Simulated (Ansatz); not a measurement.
Input

```
crystal:
  lattice:
    - [2.708294587, 0.0, 0.0]
    - [-1.3541472935, 2.3454519133, 0.0]
    - [0.0, 0.0, 9.3530207388]
  atoms:
    - { symbol: Pt, position: [0.5964954124, 0.2889921983, 0.375] }
    - { symbol: Pt, position: [0.5964954124, 0.2889921983, 0.875] }
    - { symbol: Pt, position: [0.4035045876, 0.7110078017, 0.125] }
    - { symbol: Pt, position: [0.4035045876, 0.7110078017, 0.625] }
basis:
  ecutwfc: 420
kpoints:
  mp_grid: { grid: [18, 18, 6] }
hamiltonian:
  xc: lda
  pseudopotentials: { kind: paw, azcp: { folder: soft_1 } }
scf:
  occupations: { method: gaussian, width: 0.15 }
output:
  forces: true
  stress: true
  eigenvalues: true
  write_density: true
  write_potential: true
  elf: true
  volumetric_format: npy
```

Launched as:

```sh
ansatz run input.yaml --threads 4 --pin off --max-ram 8192MiB --backend cpu --events-out ev --progress --plain --runs-dir out
```

Space group P2₁/m; a point of a scan over the structure, not its minimum; a structure from a database of computed crystals, not necessarily the ambient phase; PAW files of the earlier set (soft_1).

Level of theory: Ansatz, DFT LDA, scalar-relativistic, plane waves, PAW.

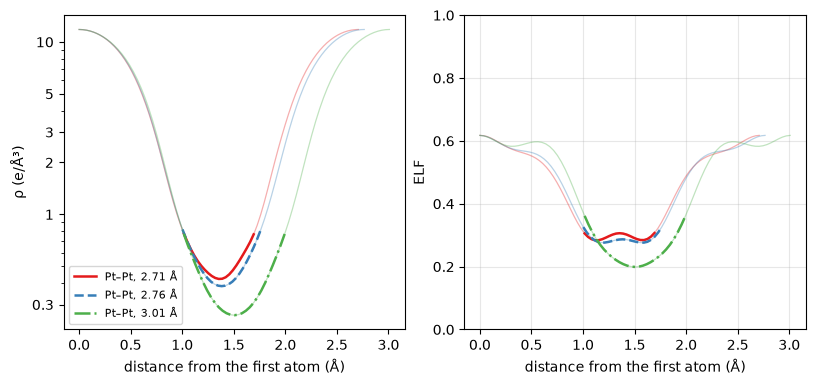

Pt. Valence electron density and ELF along straight lines between neighbouring atoms. Thin, pale parts lie inside the atomic spheres.

In a PAW calculation such maps are meaningful between the atoms, not at the nuclei.

**What can be read from the curves?**

Pt–Pt (2.71 Å): ρ is about 0.42 e/Å³ halfway; the ELF is about 0.30 at the midpoint; no shared electron pair shows on this line.
Pt–Pt (2.76 Å): ρ is about 0.38 e/Å³ halfway; the ELF is about 0.30 at the midpoint; no shared electron pair shows on this line.
Pt–Pt (3.01 Å): ρ is about 0.26 e/Å³ halfway; the ELF is about 0.20 at the midpoint; no shared electron pair shows on this line.
